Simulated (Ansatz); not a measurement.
Geometry relaxation of Al (part 2 of 2)

Continued. System: Al (4 atoms in the cell). Method: DFT PBE, scalar-relativistic, plane waves, PAW, PAW set soft_1, no spin polarisation (Ansatz 0.2.0); cutoff 420 eV, 18×18×6 k-mesh, Gaussian smearing of 0.1 eV. The structure derives from a Materials Project entry.

Geometry of the input (Å; fractional positions):
```
2.8271  0.0000  0.0000
-1.4135  2.4483  0.0000
0.0000  0.0000  9.1860
Al 0.0000  0.0000  0.0000
Al 0.3333  0.6667  0.2500
Al 0.0000  0.0000  0.5000
Al 0.6667  0.3333  0.7500
```

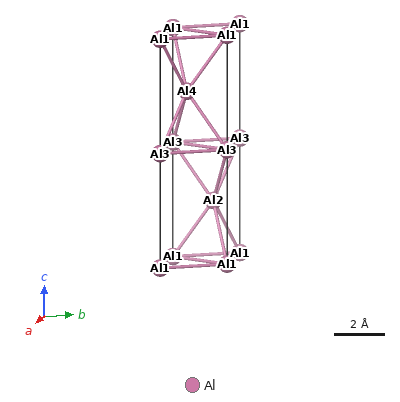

Fig. 1: The geometry at step 2 of the log (ball-and-stick view of the cell of the calculation, seen slightly off an axis; atoms are numbered from 1 in the order of the input).

Output, continued
```
Crystal: 4 atoms, lattice volume = 66.214 Å³
Basis set: ecut = 420 eV, 1303 PW (Γ), exchange–correlation on 40×40×128 points (8 copies of the dense FFT grid, shifted against one another)
iter 1 solved again at ethr=3.12e-7 eV; its pass at ethr=3.10e-3 eV (dr2=3.74e-5 eV) is discarded
SCF iter   1: F=—  HF=-2149.966621 eV  |F-HF|=—  |Δ(HF+E_count)|=         —  Δρ=2.29e-4  dr2=4.09e-5  ethr=3.12e-7  ⟨swp⟩=2.5  Hψ=14456  notcnv=0
preconditioner: auto → none  [metal: Δε(μ)=0.061 eV  Ē_g=8.889 eV  σ=0.100 eV  W_gap=0.33  n_scr=6 (ndim 8)  ℏωp=15.8 eV  f_vac=0.000  D(μ)=1.46/eV (n_scr^D=4)]
SCF iter   2: F=—  HF=-2149.966635 eV  |F-HF|=—  |Δ(HF+E_count)|=   1.42e-5  Δρ=9.75e-5  dr2=7.14e-6  ethr=3.12e-7  ⟨swp⟩=1.0  Hψ=2072  notcnv=0
iter 3 did not close the SCF: its close was put off for the readings that it lacked (scf_convergence_deferred on its scf_iter line)
SCF iter   3: F=-2149.966630 eV  HF=-2149.966630 eV  |F-HF|=3.85e-8  |Δ(HF+E_count)|=   5.46e-6  Δρ=5.35e-6  dr2=3.66e-8  ethr=5.95e-8  ⟨swp⟩=1.1  Hψ=2197  notcnv=0
iter 4 did not close the SCF: its close was put off for the readings that it lacked (scf_convergence_deferred on its scf_iter line)
SCF iter   4: F=-2149.966630 eV  HF=-2149.966630 eV  |F-HF|=1.14e-8  |Δ(HF+E_count)|=   2.31e-8  Δρ=2.18e-6  dr2=1.33e-8  ethr=3.05e-10  ⟨swp⟩=2.2  Hψ=2819  notcnv=0
iter 5 did not close the SCF: its close was put off for the readings that it lacked (scf_convergence_deferred on its scf_iter line)
SCF iter   5: F=-2149.966630 eV  HF=-2149.966630 eV  |F-HF|=1.05e-11  |Δ(HF+E_count)|=   3.88e-9  Δρ=2.50e-7  dr2=2.61e-11  ethr=1.11e-10  ⟨swp⟩=2.0  Hψ=2556  notcnv=0
SCF iter   6: F=-2149.966630 eV  HF=-2149.966630 eV  |F-HF|=4.55e-13  |Δ(HF+E_count)|=  1.82e-11  Δρ=4.12e-8  dr2=5.69e-13  ethr=1.00e-12  ⟨swp⟩=3.4  Hψ=7032  notcnv=0
SCF 3 converged in 6 iterations: F = -2149.966630 eV  dr2 = 5.69e-13
relax step   3: F+E_penalty+E_count = -2149.96662964 eV  Δ(F+E_penalty+E_count) = -1.045e-3 eV  max|allowed force component| = 1.446e-17 eV/Å  Δτ_max = 0.0000 Å  P = -0.055 GPa  Ω = 66.214 Å³  energy of the carried Pulay correction = -6.348e-4 eV  (6 SCF iters, dr2 threshold 4.00e-7 eV, accepted)
Crystal: 4 atoms, lattice volume = 66.156 Å³
iter 1 solved again at ethr=1.07e-7 eV; its pass at ethr=3.10e-3 eV (dr2=1.28e-5 eV) is discarded
SCF iter   1: F=—  HF=-2149.966693 eV  |F-HF|=—  |Δ(HF+E_count)|=         —  Δρ=1.29e-4  dr2=1.36e-5  ethr=1.07e-7  ⟨swp⟩=2.4  Hψ=14233  notcnv=0
preconditioner: auto → none  [metal: Δε(μ)=0.055 eV  Ē_g=8.896 eV  σ=0.100 eV  W_gap=0.30  n_scr=6 (ndim 8)  ℏωp=15.8 eV  f_vac=0.000  D(μ)=1.46/eV (n_scr^D=4)]
SCF iter   2: F=—  HF=-2149.966725 eV  |F-HF|=—  |Δ(HF+E_count)|=   3.25e-5  Δρ=5.05e-5  dr2=2.06e-6  ethr=1.07e-7  ⟨swp⟩=1.0  Hψ=2072  notcnv=0
iter 3 did not close the SCF: its close was put off for the readings that it lacked (scf_convergence_deferred on its scf_iter line)
SCF iter   3: F=-2149.966725 eV  HF=-2149.966725 eV  |F-HF|=6.98e-9  |Δ(HF+E_count)|=   7.56e-7  Δρ=2.41e-6  dr2=8.26e-9  ethr=1.72e-8  ⟨swp⟩=1.4  Hψ=2403  notcnv=0
iter 4 did not close the SCF: its close was put off for the readings that it lacked (scf_convergence_deferred on its scf_iter line)
SCF iter   4: F=-2149.966725 eV  HF=-2149.966725 eV  |F-HF|=4.99e-10  |Δ(HF+E_count)|=   2.15e-9  Δρ=9.11e-7  dr2=6.81e-10  ethr=6.89e-11  ⟨swp⟩=2.2  Hψ=2860  notcnv=0
iter 5 did not close the SCF: its close was put off for the readings that it lacked (scf_convergence_deferred on its scf_iter line)
SCF iter   5: F=-2149.966725 eV  HF=-2149.966725 eV  |F-HF|=9.09e-12  |Δ(HF+E_count)|=  2.61e-10  Δρ=2.22e-7  dr2=2.57e-11  ethr=5.67e-12  ⟨swp⟩=1.6  Hψ=2492  notcnv=0
SCF iter   6: F=-2149.966725 eV  HF=-2149.966725 eV  |F-HF|=9.09e-13  |Δ(HF+E_count)|=  5.91e-12  Δρ=3.31e-8  dr2=3.95e-13  ethr=1.00e-12  ⟨swp⟩=3.4  Hψ=6837  notcnv=0
SCF 4 converged in 6 iterations: F = -2149.966725 eV  dr2 = 3.95e-13
relax step   4: F+E_penalty+E_count = -2149.96672457 eV  Δ(F+E_penalty+E_count) = -9.493e-5 eV  max|allowed force component| = 1.966e-17 eV/Å  Δτ_max = 0.0000 Å  P = +0.016 GPa  Ω = 66.156 Å³  energy of the carried Pulay correction = -6.203e-4 eV  (6 SCF iters, accepted)
Initial wavefunctions: pseudopotential atomic-orbital guess (no wavefunctions were taken with the density)
iter 1 solved again at ethr=3.45e-8 eV; its pass at ethr=3.10e-3 eV (dr2=4.15e-6 eV) is discarded
SCF iter   1: F=—  HF=-2149.967478 eV  |F-HF|=—  |Δ(HF+E_count)|=         —  Δρ=3.06e-5  dr2=5.63e-8  ethr=3.45e-8  ⟨swp⟩=3.0  Hψ=19895  notcnv=0
SCF iter   2: F=—  HF=-2149.967515 eV  |F-HF|=—  |Δ(HF+E_count)|=   3.69e-5  Δρ=1.55e-5  dr2=1.49e-8  ethr=4.69e-10  ⟨swp⟩=2.0  Hψ=2984  notcnv=0
SCF iter   3: F=—  HF=-2149.967515 eV  |F-HF|=—  |Δ(HF+E_count)|=   1.68e-7  Δρ=1.69e-6  dr2=3.57e-9  ethr=1.24e-10  ⟨swp⟩=2.0  Hψ=2968  notcnv=0
SCF iter   4: F=—  HF=-2149.967515 eV  |F-HF|=—  |Δ(HF+E_count)|=  1.06e-10  Δρ=4.29e-7  dr2=9.82e-11  ethr=2.97e-11  ⟨swp⟩=1.8  Hψ=2508  notcnv=0
iter 5 did not close the SCF: its close was put off for the readings that it lacked (scf_convergence_deferred on its scf_iter line)
SCF iter   5: F=-2149.967515 eV  HF=-2149.967515 eV  |F-HF|=2.73e-12  |Δ(HF+E_count)|=  3.09e-11  Δρ=1.58e-7  dr2=1.32e-11  ethr=1.00e-12  ⟨swp⟩=1.0  Hψ=2087  notcnv=0
SCF iter   6: F=-2149.967515 eV  HF=-2149.967515 eV  |F-HF|=0.00e0  |Δ(HF+E_count)|=  4.09e-12  Δρ=5.61e-9  dr2=2.96e-14  ethr=1.00e-12  ⟨swp⟩=3.4  Hψ=6912  notcnv=0
SCF 5 converged in 6 iterations: F = -2149.967515 eV  dr2 = 2.96e-14
relax step   5: F+E_penalty+E_count = -2149.96751473 eV  Δ(F+E_penalty+E_count) = -7.902e-4 eV  max|allowed force component| = 2.139e-17 eV/Å  Δτ_max = 0.0000 Å  P = +0.035 GPa  Ω = 66.156 Å³  stress off target by 3.73e-2 GPa  SCF on the basis re-selected at this cell (its energy is not comparable with the rows above)  (6 SCF iters)
basis re-selected at this cell: Δ(F+E_penalty+E_count) = -7.902e-4 eV, ΔP = +0.019 GPa vs the last step (what re-selecting the basis moved, of the pressure what is left beyond the Pulay correction that the steps carried, after the strain that the cell walked since its last selection, with what the two solves' SCF thresholds leave and, on support functions, any second-order correction that the steps lacked; it is no measure of the basis error at this ecutwfc). This SCF's stress stands 3.73e-2 GPa from its target on what of the cell is left free (relax.cell.stress_tol is 5.00e-2 GPa) and its largest allowed force component is 2.14e-17 eV/Å (relax.f_tol is 5.00e-3 eV/Å): within both
SCF converged after 6 iterations
Free energy (F): -2149.967515 eV
Harris-Foulkes:  -2149.967515 eV  (|F-HF|=0.00e0)
Internal energy: -2149.960213 eV  (E = F + TS)
E sigma→0 (E₀):  -2149.963864 eV
Entropy (-TS):   -0.007302 eV (-1.826 meV/atom)
Fermi energy:    7.903406 eV
--- Per-component energies (eV) ---
  E_band       = 41.989312
  E_kinetic    = 89.779226
  E_local      = 41.907838  (includes V_loc(G=0)·N_el)
  E_nonlocal   = 40.040770
  E_hartree    = 0.384000
  E_xc         = -150.647563
  E_vxc        = -116.537857  (∫ρ·V_xc dr)
  E_paw        = -1877.603119  (= ΣΔE_a)
  E_vpaw       = -13.968657  (= ΣTr[D̂ρ^β])
  E_aug_tail   = -0.000008  (compensation charges beyond the density's cutoff)
  E_ewald      = -293.821357
  E_smearing   = -0.007302  (= −TS)
  E_closure    = 0.000000  (closes the sum)
  Σ components = -2149.967515   (vs F -2149.967515, Δ=0.00e0)
--- Forces (eV/Å), atoms counted from 1 ---
  atom   1  Al     0.00000000     0.00000000     0.00000000
  atom   2  Al    -0.00000000     0.00000000     0.00000000
  atom   3  Al    -0.00000000     0.00000000     0.00000000
  atom   4  Al    -0.00000000    -0.00000000     0.00000000
  max |Σ_I F_I| component: 1.39e-17 eV/Å
--- Stress (GPa, compression-positive) ---
        0.037255       0.000000       0.000000
        0.000000       0.037255       0.000000
        0.000000       0.000000       0.030467
  P = ⅓ Tr σ = 0.0350 GPa (0.350 kbar)
--- Band table (eV; the first three rows and the last of 148) ---
  k-point 0: bands = ["-3.1995", "-1.5323", "-1.5255", "3.2995", "3.4511", "11.2101", "11.2211", "18.6333", "18.6333", "18.8047", "18.8047", "19.7503", "19.7503", "19.9181"]
  k-point 1: bands = ["-3.1529", "-2.0373", "-0.9303", "2.3412", "4.4915", "9.7253", "12.7692", "18.6698", "18.6698", "18.8422", "18.8422", "19.1895", "19.5324", "19.5324"]
  k-point 2: bands = ["-3.0130", "-2.4546", "-0.2426", "1.3949", "5.6842", "8.3040", "14.3764", "17.6614", "18.7785", "18.7785", "18.9492", "18.9492", "19.2361", "19.2361"]
  k-point 147: bands = ["4.9064", "4.9064", "5.0526", "5.0526", "5.0838", "5.0838", "7.7385", "7.7385", "8.3466", "8.3466", "9.0078", "9.0078", "13.9703", "13.9703"]
--- Relaxed structure (4 steps of the walk, 4 accepted, 1 SCFs on fresh bases) ---
  F+E_penalty+E_count = -2149.96751473 eV   max|allowed force component| = 2.139e-17 eV/Å   (the final SCF, on the basis selected at the relaxed cell)
  cell:  # Å, volume = 66.1561 Å³
    - [2.853543155450582, 0.0, 0.0]
    - [-1.426771577725291, 2.471240863415411, 0.0]
    - [0.0, 0.0, 9.381458575387544]
  atoms:
    - { symbol: Al, position: [5.429238448002635e-33, 5.170473767472346e-34, -8.735809008849471e-36] }
    - { symbol: Al, position: [0.33333333333333337, 0.6666666666666667, 0.25] }
    - { symbol: Al, position: [5.4254197917027244e-33, 5.2360265252216e-34, 0.5] }
    - { symbol: Al, position: [0.6666666666666667, 0.33333333333333337, 0.75] }
```

Trajectory as extended XYZ (Å, eV, eV/Å), 5 frames, from step=1 to step=5
```
4
Lattice="2.8271 0.0000 0.0000 -1.4135 2.4483 0.0000 0.0000 0.0000 9.1860" Properties=species:S:1:pos:R:3:forces:R:3 step=1 energy=-2149.93930 pressure_GPa=3.39
Al    0.0000    0.0000    0.0000    0.0000   0.0000   0.0000
Al    0.0000    1.6322    2.2965    0.0000   0.0000   0.0000
Al    0.0000    0.0000    4.5930    0.0000   0.0000   0.0000
Al    1.4135    0.8161    6.8895    0.0000   0.0000   0.0000
4
Lattice="2.8648 0.0000 0.0000 -1.4324 2.4810 0.0000 0.0000 0.0000 9.3647" Properties=species:S:1:pos:R:3:forces:R:3 step=2 energy=-2149.96558 pressure_GPa=-0.46
Al    0.0000    0.0000    0.0000    0.0000   0.0000   0.0000
Al    0.0000    1.6540    2.3412    0.0000   0.0000   0.0000
Al    0.0000    0.0000    4.6823    0.0000   0.0000   0.0000
Al    1.4324    0.8270    7.0235    0.0000   0.0000   0.0000
4
Lattice="2.8565 0.0000 0.0000 -1.4283 2.4738 0.0000 0.0000 0.0000 9.3700" Properties=species:S:1:pos:R:3:forces:R:3 step=3 energy=-2149.96663 pressure_GPa=-0.06
Al    0.0000    0.0000    0.0000    0.0000   0.0000   0.0000
Al    0.0000    1.6492    2.3425    0.0000   0.0000   0.0000
Al    0.0000    0.0000    4.6850    0.0000   0.0000   0.0000
Al    1.4283    0.8246    7.0275    0.0000   0.0000   0.0000
4
Lattice="2.8535 0.0000 0.0000 -1.4268 2.4712 0.0000 0.0000 0.0000 9.3815" Properties=species:S:1:pos:R:3:forces:R:3 step=4 energy=-2149.96673 pressure_GPa=0.02
Al    0.0000    0.0000    0.0000    0.0000   0.0000   0.0000
Al    0.0000    1.6475    2.3454    0.0000   0.0000   0.0000
Al    0.0000    0.0000    4.6907    0.0000   0.0000   0.0000
Al    1.4268    0.8237    7.0361    0.0000   0.0000   0.0000
4
Lattice="2.8535 0.0000 0.0000 -1.4268 2.4712 0.0000 0.0000 0.0000 9.3815" Properties=species:S:1:pos:R:3:forces:R:3 step=5 energy=-2149.96751 pressure_GPa=0.03
Al    0.0000    0.0000    0.0000    0.0000   0.0000   0.0000
Al    0.0000    1.6475    2.3454    0.0000   0.0000   0.0000
Al    0.0000    0.0000    4.6907    0.0000   0.0000   0.0000
Al    1.4268    0.8237    7.0361    0.0000   0.0000   0.0000
```

Results in brief

- outcome: converged
- space group (tolerance 0.01 Å): P6₃/mmc (194)
- electrons treated: 12
- free energy: −2149.9675 eV
- Fermi energy: 7.903 eV
- gap on the k-point mesh: none (metallic)
- pressure: 0.03 GPa
- final volume: 66.16 Å³
- largest force (length of the vector) at the end: under 0.001 eV/Å
- final cell: a = 2.854 Å, b = 2.854 Å, c = 9.381 Å, α = 90.00°, β = 90.00°, γ = 120.00°
- hardware: 1 thread of Intel Xeon (Sapphire Rapids), 16 GiB of memory available, shared host
- wall time: 16 s
- peak memory: 0.5 GiB
